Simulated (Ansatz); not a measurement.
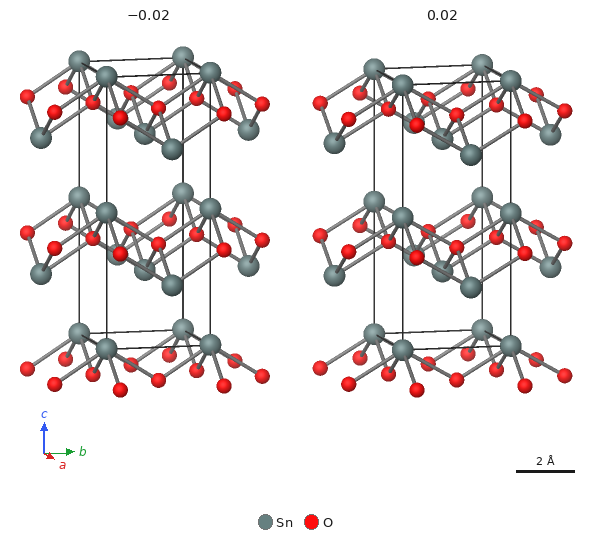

Solid SnO (set up in Cmce), under biaxial strain in the a–b plane (c and atoms relaxed), with energies (extrapolated to zero smearing) counted from the relaxed crystal, which is the row at zero. The picture shows the first and the last member. The picture is a ball-and-stick view of the cell of the calculation, seen slightly off an axis.

Computed with Ansatz 0.2.0: DFT PBE+D3(BJ), scalar-relativistic, plane waves, PAW. Settings: plane-wave cutoff 420 eV; k-point mesh 10 × 10 × 4; occupations gaussian; smearing width 0.1 eV; no spin polarisation; force threshold 0.008 eV/Å.

| strain | energy (meV/atom) | a (Å) | c (Å) |
| --- | --- | --- | --- |
| −0.02 | 7.84 | 3.759 | 9.640 |
| −0.01 | 2.00 | 3.798 | 9.583 |
| 0.0 | 0.00 | 3.836 | 9.518 |
| 0.01 | ? | ? | ? |
| 0.02 | 6.68 | 3.913 | 9.384 |

Estimate the missing row from the others, and compare with the calculation.

Answer. A parabola through three neighbouring rows (−0.01, 0.0, 0.02) gives, with Lagrange weights, (−0.3333)(2.00) + (1.0000)(0.00) + (0.3333)(6.68) = 1.56 meV/atom. The calculation gives 1.66 meV/atom (a = 3.874 Å, c = 9.456 Å). The estimate is 0.10 meV/atom too low. From the first member to the last: O–Sn 2.222 → 2.260 Å.

The whole series:

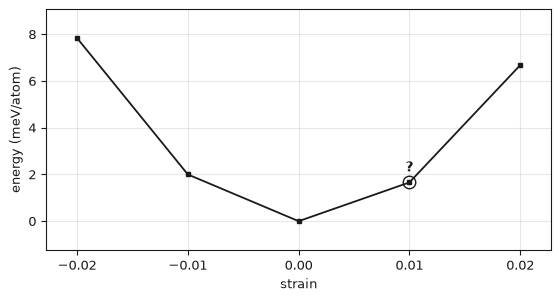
